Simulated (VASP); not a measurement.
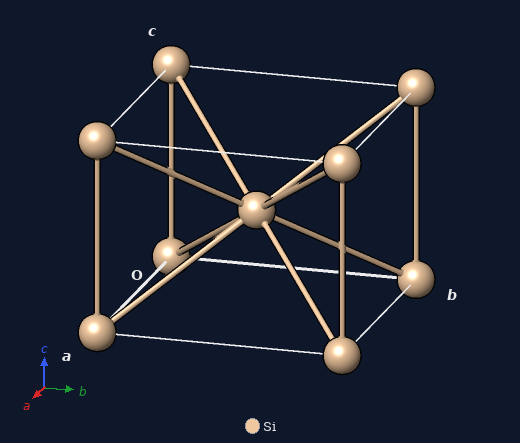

Crystal: Si, the geometry relaxed with VASP Kohn-Sham DFT of a periodic cell, LDA, VASP PAW LDA potentials, recommended (VASP). One unit cell is drawn above. All values are computed from the atomic coordinates in the standard setting (tolerance 0.002 Å).

```yaml
crystal:
  lattice:
    - [3.28480, 0.00000, 0.00000]
    - [0.00000, 3.28480, 0.00000]
    - [0.00000, 0.00000, 2.59324]
  atoms:
    - { symbol: Si, position: [0.00000, 0.00000, 0.00000] }
    - { symbol: Si, position: [0.50000, 0.50000, 0.50000] }
```

Question: What is its point group?

Answer: 4/mmm (D4h), order 16, tetragonal system: one fourfold axis, four twofold axes, five mirror planes, an inversion centre.

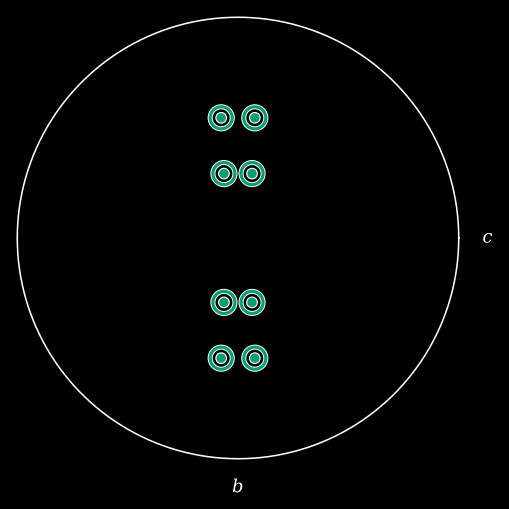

Stereographic projection: filled dots lie in the upper hemisphere, open rings in the lower. The poles are one general form. The a axis points at the viewer.

Question: What does this class allow?

Answer: Class 4/mmm is centrosymmetric, so neither piezoelectric nor pyroelectric; it is not chiral. Its Laue class is 4/mmm.
